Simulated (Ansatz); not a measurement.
**MnO: density, localisation and related maps**

Input

```
crystal:
  lattice:
    - [3.8995487957, 0.0, 0.0]
    - [0.0, 3.8995487957, 0.0]
    - [0.0, 0.0, 3.0708502228]
  atoms:
    - { symbol: Mn, position: [0.0, 0.5, 0.0534488687], spin: 3.29 }
    - { symbol: Mn, position: [0.5, 0.0, 0.9465511313], spin: 3.29 }
    - { symbol: O, position: [0.5, 0.5, 0.0], spin: 0.14 }
    - { symbol: O, position: [0.0, 0.0, 0.0], spin: 0.14 }
basis:
  ecutwfc: 420
kpoints:
  mp_grid: { grid: [12, 12, 14] }
hamiltonian:
  xc: pbesol
scf:
  occupations: { method: gaussian, width: 0.1 }
output:
  forces: true
  stress: true
  eigenvalues: true
  populations: true
  write_density: true
  write_potential: true
  elf: true
  volumetric_format: npy
magnetization:
  spin_polarized: true
relax:
  adjacent_minimum: "off"
  f_tol: 0.01
  max_steps: 60
  cell: { stress_tol: 0.1 }
```

Launched as:

```sh
ansatz run input.yaml --threads 1 --pin off --max-ram 2560MiB --backend cpu --events-out ev --progress --plain --runs-dir out
```

The fields are those of the run's last geometry, not of the input's.

Space group P4/mmm; the SCF solution may not be the lowest one; the program warned that another magnetic order may lie lower; spin-polarised.

These are results of Ansatz, DFT PBEsol, scalar-relativistic, plane waves, PAW, not measurements.

Core electrons are frozen (PAW), and the valence fields are smoothed inside the atomic spheres.

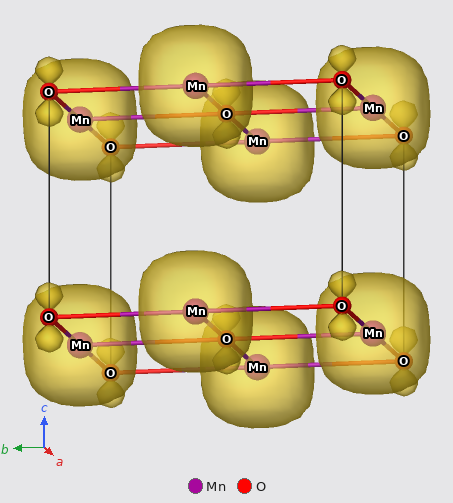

Figure 1. Isosurfaces of the spin density at +0.3 (yellow) and −0.3 e/Å³ (cyan), seen at an oblique angle. Sticks mark near contacts.

Q: Where is the spin, and how is it ordered?

A: The spin density sits on Mn: +2.9 μB (×2) in one cell of 4 atoms, with smaller moments on other sites: O (up to +0.14 μB): parallel moments (a ferromagnetic arrangement) in this solution. The cell of the calculation (4 atoms) carries 7.1 μB of net spin moment. Only one sign reaches the isovalue.

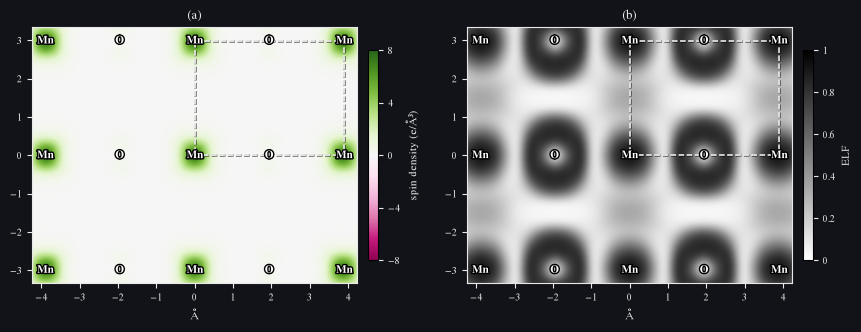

Figure 2. (a) magnetisation density (up minus down); (b) electron localisation function on the (100) plane of the calculation cell.

Q: Interpret the plot.

A:
- Atoms in the plane: Mn and O.
- Mn–O (1.95 Å): the ELF peaks at about 0.80 in the valence shell of O, 0.6 Å from its nucleus, and is about 0.20 at the midpoint: no shared electron pair shows on this line.
- The features right at Mn lie inside the PAW spheres, where the map follows smoothed inner orbitals and isn't to be read closely.
